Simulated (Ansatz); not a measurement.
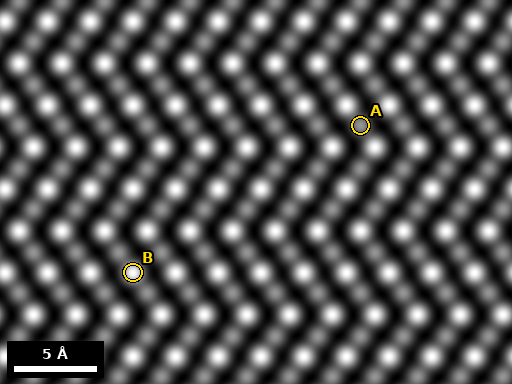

Z-contrast image of MgO (P6_3/mmc, No. 194) along [100]. Simulated incoherent Z contrast: every atom adds Z^1.6 spread by a probe of 1.06 Å full width; channelling and multiple scattering are left out. The probe carries 25 % of its weight in a tail 2.5 times as wide. The display is stretched by a gamma of 0.8; percentages refer to the linear signal. Atomic positions: the end point of a relaxation with DFT PBE, scalar-relativistic, plane waves, PAW (Ansatz); the starting structure was generated, so it need not be a known form of this composition.

```yaml
crystal:
  lattice:
    - [2.98436, 0.00000, 0.00000]
    - [-1.49218, 2.58453, 0.00000]
    - [0.00000, 0.00000, 10.14418]
  atoms:
    - { symbol: Mg, position: [0.00000, 0.00000, 0.00000] }
    - { symbol: O, position: [0.66667, 0.33333, 0.12101] }
    - { symbol: Mg, position: [0.33333, 0.66667, 0.25000] }
    - { symbol: O, position: [0.66667, 0.33333, 0.37899] }
    - { symbol: Mg, position: [0.00000, 0.00000, 0.50000] }
    - { symbol: O, position: [0.33333, 0.66667, 0.62101] }
    - { symbol: Mg, position: [0.66667, 0.33333, 0.75000] }
    - { symbol: O, position: [0.33333, 0.66667, 0.87899] }
```

Q: Name the elements in each circled column.

A: O (1 O per 2.98 Å along the beam; about 50 % of the brightest peak). B: Mg (1 Mg per 2.98 Å along the beam; the brightest kind). Brightness is counted from the darkest point of the image.
